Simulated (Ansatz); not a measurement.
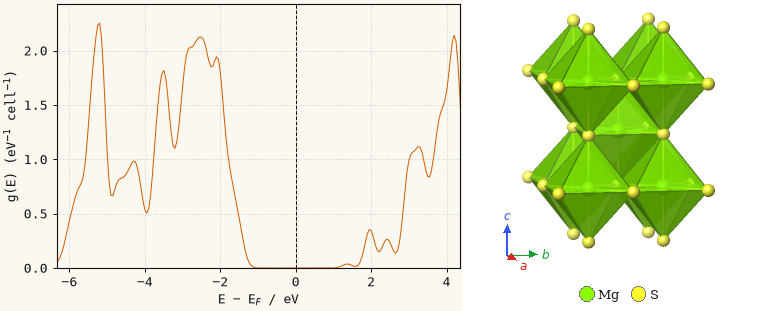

Density of states, beside the structure. Energies are counted from the Fermi level. The curve is built from the levels of the k mesh with Gaussians 0.3 eV wide, which also blur the band edges.

System: MgS, space group Immm (No. 71), 2 atoms in the cell, shear (xy) strain +1.7%.

```yaml
crystal:
  lattice:
    - [0.02198, 2.60152, 2.60152]
    - [2.60152, 0.02198, 2.60152]
    - [2.62350, 2.62350, 0.00000]
  atoms:
    - { symbol: Mg, position: [0.00000, 0.00000, 0.00000] }
    - { symbol: S, position: [0.50000, 0.50000, 0.50000] }
```

Computed with Ansatz: DFT, PBE, plane waves, PAW, no spin polarisation, 8×8×8 k mesh, 420 eV cutoff, Fermi-Dirac smearing of 0.02 eV.

Metal or insulator, going by the density of states?

Answer. There is a gap; over the k points computed it is 2.70 eV (indirect; the smallest direct gap is 3.64 eV).
